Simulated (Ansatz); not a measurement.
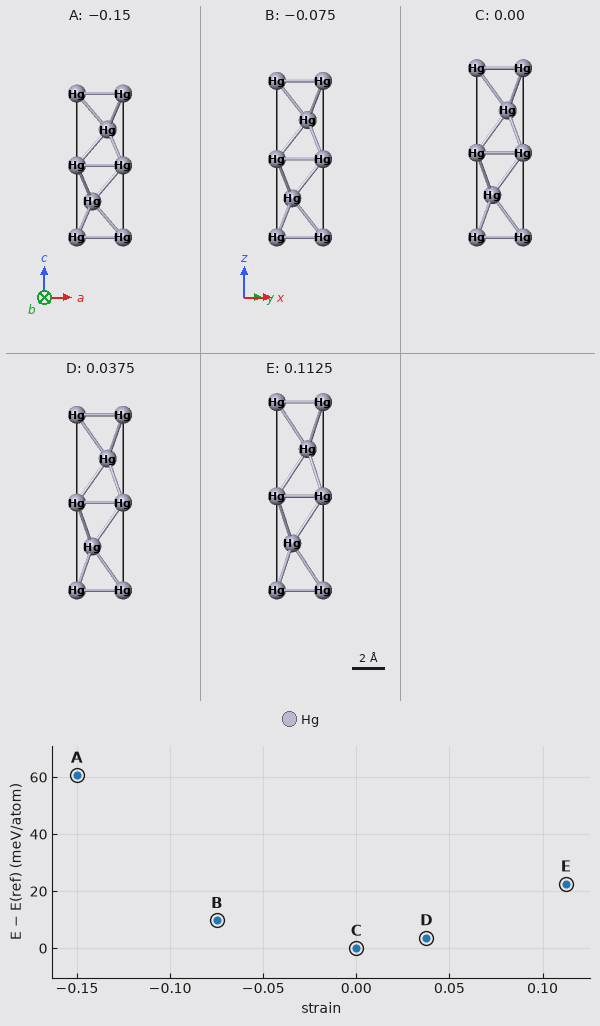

Energy scan for crystalline Hg (P6_3/mmc), in which the cell is strained along z alone, with the atoms kept at their fractional coordinates. x, y and z are the Cartesian axes of the input. The lettered frames are marked on the plot. A ball-and-stick model of the cell of the calculation, repeated 1 × 1 × 1 with one cell outlined, seen along the b axis.

Theory: DFT PBE+D3(BJ), scalar-relativistic, plane waves, PAW (Ansatz 0.2.0). (plane-wave cutoff 420 eV; k-point mesh 18 × 18 × 6; occupations gaussian; smearing width 0.15 eV; no spin polarisation). Energies (free energies at the smearing named) are counted from the relaxed crystal.

What does the scan show?

Of the computed points the lowest is at the strain 0.00, 0.0 meV/atom. At the ends of the scan the energy is 60.7 meV/atom (−0.15) and 22.5 meV/atom (0.1125). The distortion keeps the space group P6_3/mmc. At the strain −0.15 the cell of the drawing goes c 10.588 → 9.000 Å.

The computed points:

```
 strain  E − E(ref) (meV/atom)
−0.1500                   60.7
−0.0750                    9.7
 0.0000                    0.0
 0.0375                    3.7
 0.1125                   22.5
```
